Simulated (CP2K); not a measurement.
CoSi$_{2}$

Input

```
&GLOBAL
  PROJECT cosi2_scf
  RUN_TYPE ENERGY_FORCE
  PRINT_LEVEL LOW
&END GLOBAL
&FORCE_EVAL
  METHOD QS
  STRESS_TENSOR ANALYTICAL
  &DFT
    BASIS_SET_FILE_NAME BASIS_MOLOPT_UZH
    POTENTIAL_FILE_NAME POTENTIAL_UZH
    UKS T
    MULTIPLICITY 4
    &MGRID
      CUTOFF 850
      REL_CUTOFF 60
      NGRIDS 5
    &END MGRID
    &QS
      METHOD GPW
      EPS_DEFAULT 1.0E-10
    &END QS
    &KPOINTS
      SCHEME MONKHORST-PACK 9 9 9
      GAMMA_CENTERED T
      SYMMETRY T
      SYMMETRY_BACKEND SPGLIB
    &END KPOINTS
    &SCF
      SCF_GUESS ATOMIC
      EPS_SCF 1.0E-6
      MAX_SCF 150
      ADDED_MOS 15 18
      CHOLESKY OFF
      EPS_EIGVAL 1.0E-7
      &DIAGONALIZATION ON
        ALGORITHM STANDARD
      &END DIAGONALIZATION
      &MIXING ON
        METHOD BROYDEN_MIXING
        ALPHA 0.2
        BETA 1.5
        NBUFFER 10
      &END MIXING
      &SMEAR ON
        METHOD FERMI_DIRAC
        ELECTRONIC_TEMPERATURE [K] 580.226
      &END SMEAR
    &END SCF
    &XC
      &XC_FUNCTIONAL PBE
      &END XC_FUNCTIONAL
    &END XC
    &PRINT
      &KPOINTS ON
      &END KPOINTS
      &MULLIKEN ON
      &END MULLIKEN
      &MO ON
        ENERGIES T
        OCCUPATION_NUMBERS T
        &EACH
          QS_SCF 0
        &END EACH
        ADD_LAST NUMERIC
      &END MO
      &LOWDIN ON
      &END LOWDIN
      &HIRSHFELD ON
        SHAPE_FUNCTION DENSITY
      &END HIRSHFELD
      &E_DENSITY_CUBE ON
        STRIDE 2
      &END E_DENSITY_CUBE
      &V_HARTREE_CUBE ON
        STRIDE 2
      &END V_HARTREE_CUBE
      &ELF_CUBE ON
        STRIDE 2
      &END ELF_CUBE
    &END PRINT
  &END DFT
  &SUBSYS
    &CELL
      ABC 3.7872639200 3.7872639200 3.7872639201
      ALPHA_BETA_GAMMA 59.9999999999 60.0000000005 60.0000000003
      PERIODIC XYZ
    &END CELL
    &COORD
      SCALED
      Co  0.0047160000 -0.0045920000 0.0044020000
      Si  0.7499510000 0.7473620000 0.7548760000
      Si  0.2566570000 0.2464270000 0.2534650000
    &END COORD
    &KIND Co
      BASIS_SET TZVP-MOLOPT-PBE-GTH-q17
      POTENTIAL GTH-PBE-q17
      MAGNETIZATION 2.0
    &END KIND
    &KIND Si
      BASIS_SET TZVP-MOLOPT-PBE-GTH-q4
      POTENTIAL GTH-PBE-q4
    &END KIND
    &PRINT
      &ATOMIC_COORDINATES ON
      &END ATOMIC_COORDINATES
      &CELL ON
      &END CELL
    &END PRINT
  &END SUBSYS
  &PRINT
    &FORCES ON
    &END FORCES
    &STRESS_TENSOR ON
    &END STRESS_TENSOR
  &END PRINT
&END FORCE_EVAL
```

Run with:

```sh
OMP_NUM_THREADS=1 cp2k.psmp -i cosi2_scf.inp -o cosi2_scf.out
```

Below, planes, directions and counts refer to the standardised cell (a = 3.79 Å, b = 3.79 Å, c = 9.28 Å, α = 90.00°, β = 90.00°, γ = 120.00°).

Space group Cm; changed on purpose from its base cell (atoms moved at random by about 0.05 A); spin-polarised, but the moments vanished.

These are results of CP2K 2026.2, Kohn-Sham DFT of a periodic cell, PBE, GTH-PBE with UZH-TZVP basis, not measurements.

Question: What will maps of the electron localisation function of the up spins show?

Answer: Co–Si (2.30 Å): the ELF peaks at about 0.60 in the valence shell of Si, 0.8 Å from its nucleus, and is about 0.30 at the midpoint.

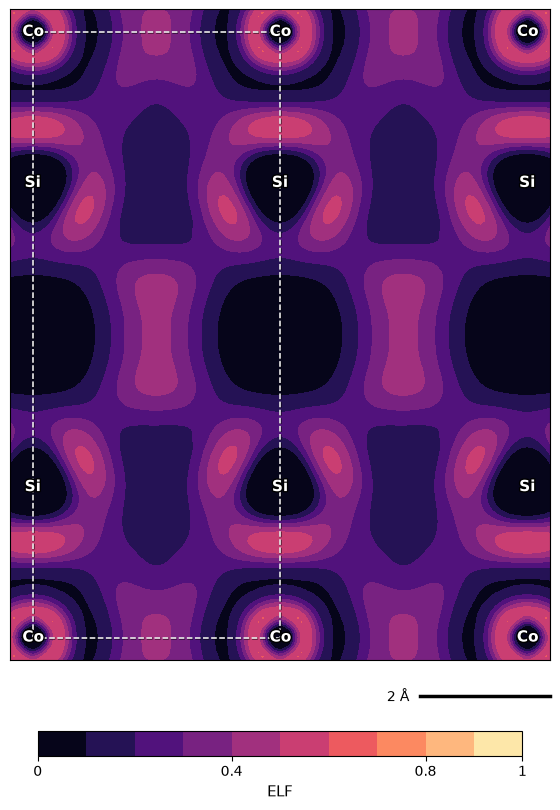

Computed electron localisation function of the up spins on the (100) plane of the standardised cell. 

In a pseudopotential calculation such maps are meaningful between the atoms, not at the nuclei.
